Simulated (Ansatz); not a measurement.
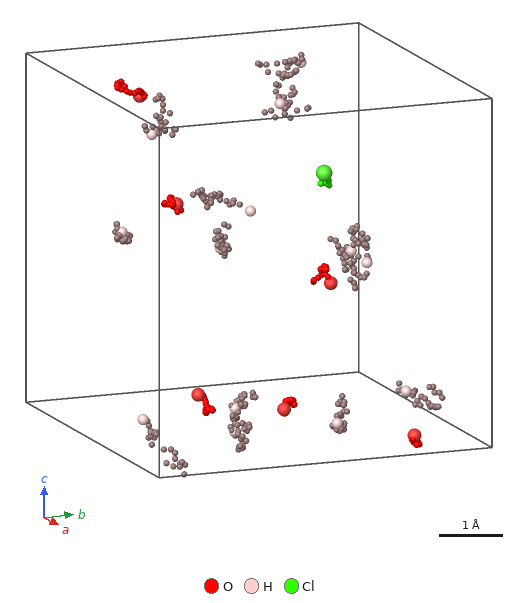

A Born-Oppenheimer molecular dynamics run of a periodic cell with 6 H2O + 1 HCl at 1.299 g/cm³, 150 fs long. Dots mark each atom's position at evenly spaced times, in the colour of its element; spheres stand at the starting positions. Seen slightly off an axis in the simulation cell.

Computed with DFT PBEsol, scalar-relativistic, plane waves, PAW in Ansatz 0.2.0. Run with plane-wave cutoff 420 eV; k-point mesh 1 × 1 × 1; Fermi-Dirac smearing 0.05 eV; Langevin thermostat (NVT); set temperature 400 K; time step 0.5 fs; friction 0.02 per fs.

Question: What do the traces tell about the motion?

Answer: In the second half of the run the atoms are, in the root-mean-square, this far from where they began (common drift taken out): H 0.61 Å, O 0.35 Å, Cl 0.30 Å. The heavy atoms stay within a fraction of a molecule's size of their starting places, while the hydrogen atoms travel further, as molecules turn; so short a run doesn't tell a liquid from a solid. Bond changes: one H–O bond breaks at about 140 fs. Over the second half the temperature averages 372 K (spread ±49 K). The potential energy in the second half lies on average 40.4 meV per atom above the first frame.

Limits of the set-up: the periodic images lie only 5.7 Å apart, so the values are limited by the cell's size.
